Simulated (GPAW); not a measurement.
SiC (monolayer), C K edge of atom 8, with 3 Si at 1.79 Å (trigonal planar). Method: GPAW, PBE, excited-electron core hole (neutral cell), 14-atom cell with 8.2 Å between holes, 3×3×1 k points, dipole transitions, Gaussian full width 0.9 eV up to 4 eV, rising linearly to 3.5 eV at 25 eV.

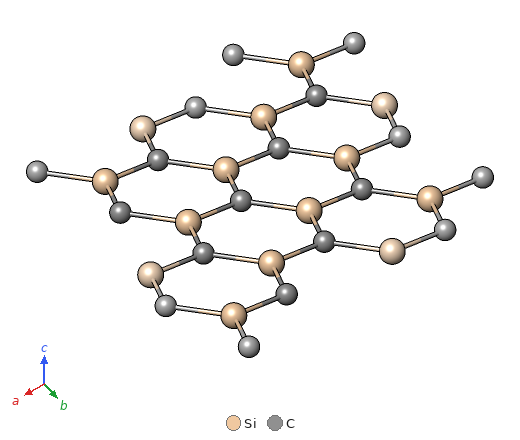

The structure (silicon light orange, carbon grey). Some periodic images of atoms are drawn too.

```xyz
14
Lattice="-1.5500 8.0540 0.0000 -7.7500 2.6847 0.0000 0.0000 0.0000 10.4000" Properties=species:S:1:pos:R:3
Si    0.0000    0.0000    5.2000
Si   -1.5500    2.6847    5.2000
Si   -4.6500    2.6847    5.2000
Si   -3.1000    5.3694    5.2000
Si   -6.2000    5.3694    5.2000
Si   -4.6500    8.0540    5.2000
Si   -7.7500    8.0540    5.2000
C    -6.2000    3.5796    5.2000
C    -7.7500    6.2643    5.2000
C    -3.1000    3.5796    5.2000
C    -1.5500    6.2643    5.2000
C    -4.6500    6.2643    5.2000
C    -1.5500    0.8949    5.2000
C    -6.2000    8.9489    5.2000
```

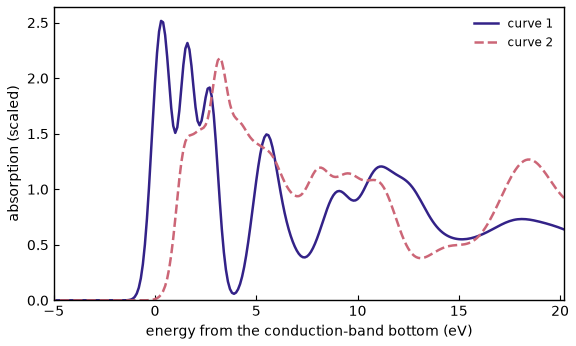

Energy from the bottom of the conduction band, which holds the excited electron; a common scale on which the isotropic spectrum has a mean of 1 over the first 20 eV.

**Question.** The curves are for the electric vector along different Cartesian axes of the cell as given, for this one atom. Which is which?

Curve 1: along z, main maxima 0.3 eV (2.52), 1.6 eV (2.32) and 2.7 eV (1.92). Curve 2: along x (the other in-plane axis gives the same curve within 3 %), main maxima 3.2 eV (2.18), 8.2 eV (1.19) and 18.5 eV (1.27). A K edge sees empty p states; at this planar three-fold site the curve for the electric vector normal to the plane peaks at 0.3 eV, where it is mainly π* that absorbs: that direction carries over 70 % of the weight there. Each direction probes the empty orbitals that point along it. Some eV above the zero the states pass the vacuum level, and features normal to the sheet may then be states of the box. The mesh is coarse (0.29 Å⁻¹ between points), so small maxima may be mesh ripples.

[Banner, clock and machine lines of the logs are left out without a mark of their own.]

[Logs are printed without paths, hosts, clocks, repeated set-up lines and the standing remarks that a program may print on its own settings, such as how far it seeks lower states.]

[Hosts, paths, dates, database ids (printed as entryN), source tags and the programs' standing remarks are cut or masked in the printed files.]

[Lists of maxima count a maximum above −3 eV only where it reaches 4 % of the highest in the window and stands out from its surroundings by 2 % of it (1.5 % where it reaches 55 %); shoulders and weaker maxima are passed over, and of the rest the first, up to two pre-edge ones and the few strongest are named.]
